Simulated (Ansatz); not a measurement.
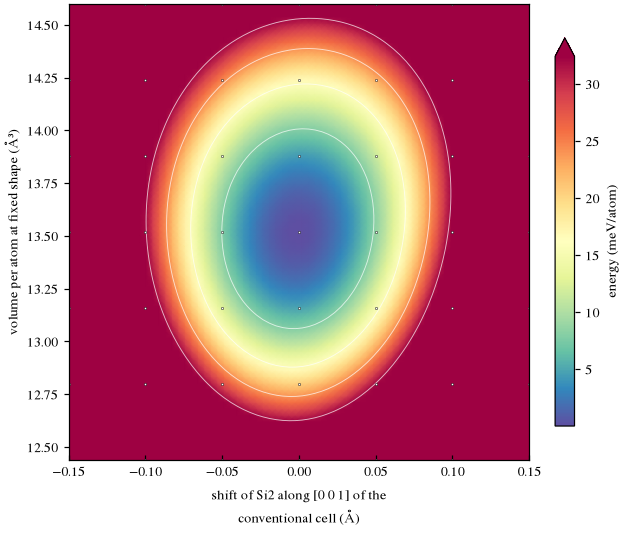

TiSi2 (Immm, No. 71; 3 atoms in the cell). 
- The energy is mapped over a free internal coordinate and the cell.
- The first coordinate is: shift of Si2 along [0 0 1] of the conventional cell, Cartesian (0 0 1), its symmetry partners moved as symmetry demands (measured in the relaxed cell); the second: volume per atom at fixed shape.
- Nothing is relaxed (all other coordinates fixed).
- The grid has 7 × 7 points.
- Points are written as (first, second).
- Energies: meV/atom, counted from the lowest grid point.
- Level of theory: DFT LDA, scalar-relativistic, plane waves, PAW (Ansatz). Settings: cutoff 520 eV, k-mesh 18×18×18, gaussian smearing 0.15 eV, no spin polarisation.

In the figure: a smooth colour map with a few white contour lines, dots at the grid points, one colour for all values above the top of the scale. Between grid points the surface is interpolated.

Where is the minimum, and how stiff is the well along each coordinate?

The interpolated minimum is at the first coordinate ≈ 0.000 Å, volume per atom at fixed shape ≈ 13.52 Å³. The curvatures there are about 20 eV/Å² and 0.21 eV/(Å³)², with a cross term of about −0.1 eV/(Å·Å³) (per cell of 3 atoms). Round the minimum the two coordinates are weakly coupled (coupling −0.06 in units of the two stiffnesses).

PAW datasets: the set soft_1.
